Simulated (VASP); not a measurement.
## Al: a changed input and its effect

System: Al (1 atom in the cell).
Method of run 1: Kohn-Sham DFT of a periodic cell, PBEsol, VASP PAW PBE potentials, recommended, no spin polarisation (VASP 6.6.1).

The structure derives from an entry of the Crystallography Open Database. 

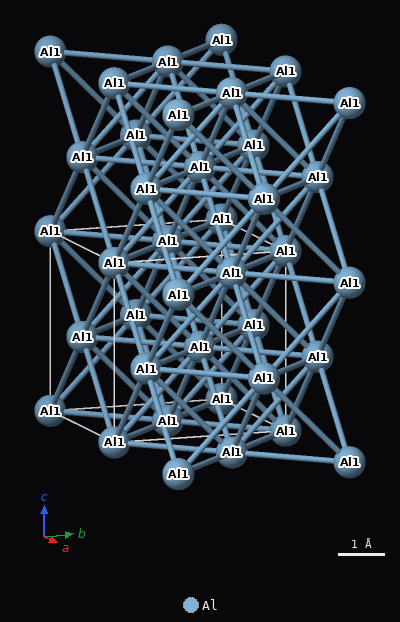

Fig. 1: The structure as given in the input (ball-and-stick view of the cell 4 times as large as that of the calculation, set on its symmetry axes, repeated 2 × 1 × 2, seen slightly off an axis; atoms are numbered from 1 in the order of the input).

**INCAR, run 1**
```
  PREC = Accurate
  ENCUT = 700
  EDIFF = 1E-6
  ISMEAR = 0
  SIGMA = 0.1
  LREAL = F
  LASPH = T
  NELM = 80
  ALGO = Normal
  ISIF = 2
  LWAVE = F
  LCHARG = F
  GGA = PS
```

**KPOINTS, run 1**
```
regular mesh
0
Gamma
  18 18 18
```

**POSCAR, run 1**
```
Al
1.0
    0.0000000000      2.0080400000      2.0080400000
    2.0080400000      0.0000000000      2.0080400000
    2.0080400000      2.0080400000      0.0000000000
Al
1
Direct
    0.0000000000      0.0000000000      0.0000000000
```

Launched with:
```bash
cat potpaw_PBE.64/Al/POTCAR > POTCAR
mpirun -np 1 vasp_std > vasp.out
```

Hardware: 1 thread of Intel Xeon (Granite Rapids), 64 GiB of memory available, shared host.

**OSZICAR and lines of OUTCAR (run 1)**
```
N       E                     dE             d eps       ncg     rms          rms(c)
DAV:   1    -0.934676791321E+00   -0.93468E+00   -0.10645E+03  1950   0.443E+02
DAV:   2    -0.409073853511E+01   -0.31561E+01   -0.29143E+01  2475   0.375E+01
DAV:   3    -0.411950929483E+01   -0.28771E-01   -0.28737E-01  2685   0.433E+00
DAV:   4    -0.411959844647E+01   -0.89152E-04   -0.89150E-04  2570   0.237E-01
DAV:   5    -0.411959893991E+01   -0.49344E-06   -0.49318E-06  2695   0.154E-02    0.143E+00
DAV:   6    -0.410244682551E+01    0.17152E-01   -0.21085E-03  2360   0.309E-01    0.810E-01
DAV:   7    -0.409086230070E+01    0.11585E-01   -0.57872E-03  2310   0.497E-01    0.171E-01
DAV:   8    -0.409084807687E+01    0.14224E-04   -0.30665E-05  2530   0.578E-02    0.115E-02
DAV:   9    -0.409084728426E+01    0.79261E-06   -0.53840E-07  2455   0.540E-03
   1 F= -.40908473E+01 E0= -.40893536E+01  d E =-.298738E-02
[... from OUTCAR:]
  free energy    TOTEN  =        -4.09084728 eV
  energy without entropy =       -4.08785991  energy(sigma->0) =       -4.08935360
 E-fermi :   8.1367     XC(G=0): -10.3253     alpha+bet :-15.1577
  free  energy   TOTEN  =        -4.0908472843 eV
  energy  without entropy=       -4.0878599083  energy(sigma->0) =       -4.08935360
```

The input of run 2 differs as follows (lines with − go, lines with + come):
```diff
-  ENCUT = 700
+  ENCUT = 520
-  GGA = PS
+  METAGGA = R2SCAN
+  LMIXTAU = T
```

Predict how the results change.

The total energies belong to different methods, so their difference says nothing on which is more stable or more accurate. The pressure goes from 0.00 to −1.90 GPa. The functional changes from PBEsol to R2SCAN. The SCF takes 19 iterations against 9. The plane waves at Γ go from 701.0 to 448.0. On the same kind of shared host run 2 took about 3.2 times as long.

**OSZICAR and lines of OUTCAR (run 2)**
```
N       E                     dE             d eps       ncg     rms          rms(c)
DAV:   1    -0.465586910850E+01   -0.46559E+01   -0.88817E+02  2025   0.338E+02
DAV:   2    -0.689711059542E+01   -0.22412E+01   -0.20050E+01  2555   0.320E+01
DAV:   3    -0.691555783654E+01   -0.18447E-01   -0.18418E-01  2545   0.367E+00
DAV:   4    -0.691562722363E+01   -0.69387E-04   -0.69384E-04  2645   0.212E-01
DAV:   5    -0.691562777227E+01   -0.54864E-06   -0.54804E-06  2605   0.156E-02    0.301E+00
DAV:   6    -0.671983942356E+01    0.19579E+00   -0.99208E-02  2665   0.221E+00    0.189E+00
DAV:   7    -0.701081731370E+01   -0.29098E+00   -0.71591E-02  2335   0.194E+00    0.719E-01
DAV:   8    -0.667801986557E+01    0.33280E+00   -0.10055E-01  2315   0.225E+00    0.229E-01
DAV:   9    -0.673380189966E+01   -0.55782E-01   -0.39551E-02  2000   0.113E+00    0.103E-01
DAV:  10    -0.673578004171E+01   -0.19781E-02   -0.25073E-03  2565   0.398E-01    0.184E-01
DAV:  11    -0.673678924301E+01   -0.10092E-02   -0.19974E-04  2625   0.122E-01    0.149E-01
DAV:  12    -0.673484347002E+01    0.19458E-02   -0.64585E-04  2280   0.182E-01    0.612E-02
DAV:  13    -0.673487208563E+01   -0.28616E-04   -0.28729E-05  2675   0.510E-02    0.478E-02
DAV:  14    -0.673488971738E+01   -0.17632E-04   -0.44677E-06  2060   0.237E-02    0.497E-02
DAV:  15    -0.673488370064E+01    0.60167E-05   -0.34137E-05  2055   0.507E-02    0.618E-02
DAV:  16    -0.673487236060E+01    0.11340E-04   -0.14849E-05  2650   0.401E-02    0.623E-02
DAV:  17    -0.673487538226E+01   -0.30217E-05   -0.86295E-07  1590   0.130E-02    0.349E-02
DAV:  18    -0.673487999208E+01   -0.46098E-05   -0.18504E-06  1990   0.160E-02    0.229E-03
DAV:  19    -0.673487964601E+01    0.34607E-06   -0.14463E-07  1040   0.599E-03
   1 F= -.67348796E+01 E0= -.67335510E+01  d E =-.265736E-02
[... from OUTCAR:]
  free energy    TOTEN  =        -6.73487965 eV
  energy without entropy =       -6.73222229  energy(sigma->0) =       -6.73355097
 E-fermi :   8.2157     XC(G=0): -10.9758     alpha+bet :-15.1577
  free  energy   TOTEN  =        -6.7348796460 eV
  energy  without entropy=       -6.7322222851  energy(sigma->0) =       -6.73355097
```

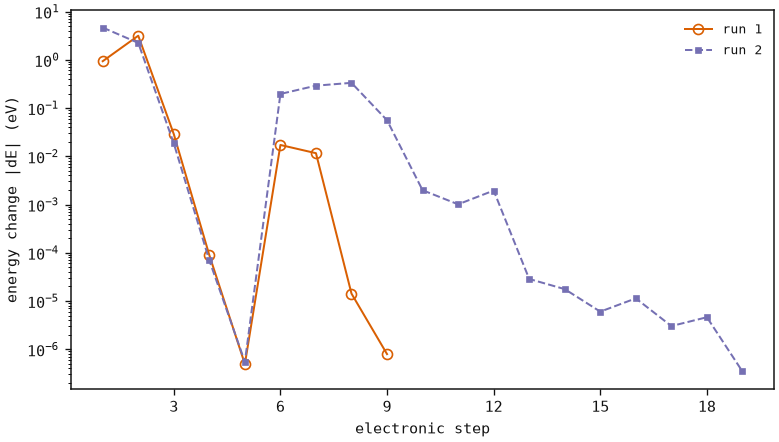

Fig. 2: Convergence of the two runs: energy change |dE| against the electronic step. Run 1 takes 9 steps in all, and run 2 takes 19.

**The two runs side by side**

| quantity | run 1 | run 2 |
| --- | --- | --- |
| outcome | converged | converged |
| free energy per atom (eV) | −4.0908 | −6.7349 |
| energy per atom, smearing taken to zero (eV) | −4.0894 | −6.7336 |
| gap on the mesh (eV) | 0.00 | 0.00 |
| pressure (GPa) | 0.00 | −1.90 |
| largest force (eV/Å) | 0.000 | 0.000 |
| SCF iterations | 9 | 19 |
| irreducible k-points | 195 | 195 |
| plane waves at Γ | 701 | 448 |
